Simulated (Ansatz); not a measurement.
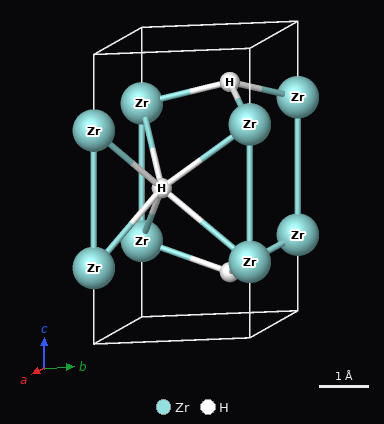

A ball-and-stick rendering, viewed slightly off an axis. The parallelepiped is the conventional unit cell. Cell: a = 3.30 Å, b = 3.30 Å, c = 6.08 Å, α = 90.00°, β = 90.00°, γ = 120.00°.

Provenance: a random cell made by a generator, so it need not be a real form of the compound. Earlier steps of the study may have refined or changed the cell and positions. It was run through Ansatz as a DFT input.

Describe the arrangement of the atoms.

Answer. The material is Zr2H3. Space group: P-6m2 (No. 187). Lattice: primitive hexagonal. Counting shared atoms by their share gives 2 Zr, 3 H, or 5 atoms. Counting contacts within bonding distance, the coordination numbers are Zr 7 and H 3 to 6 (mean 4.0). Not all metal-metal contacts are counted.

All computed values are from DFT PBE, scalar-relativistic, plane waves, PAW in Ansatz 0.2.0. Settings: wavefunction cutoff 420 eV, a 12×12×6 k-point grid, Gaussian smearing of 0.1 eV, no spin polarisation.

What is the electronic character?

Answer. A metal: bands cross the Fermi level.

List the Bader charges.

Answer. Zr +1.07 e; H -0.71 e.

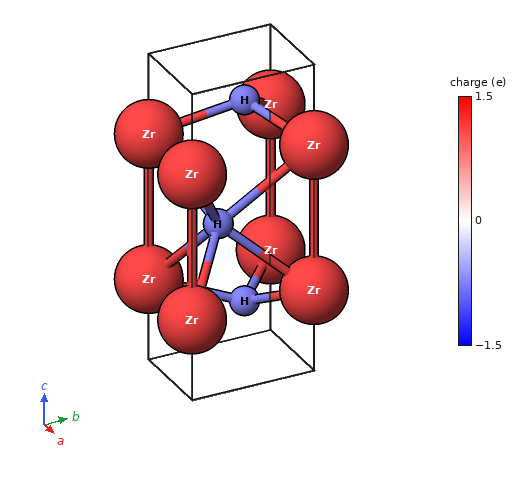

The atoms coloured by those charges. The run's cell of 5 atoms is drawn.

Is the geometry at rest?

Answer. Yes. The largest force is 0.01 eV/Å. The pressure is 0.0 GPa, close to zero.
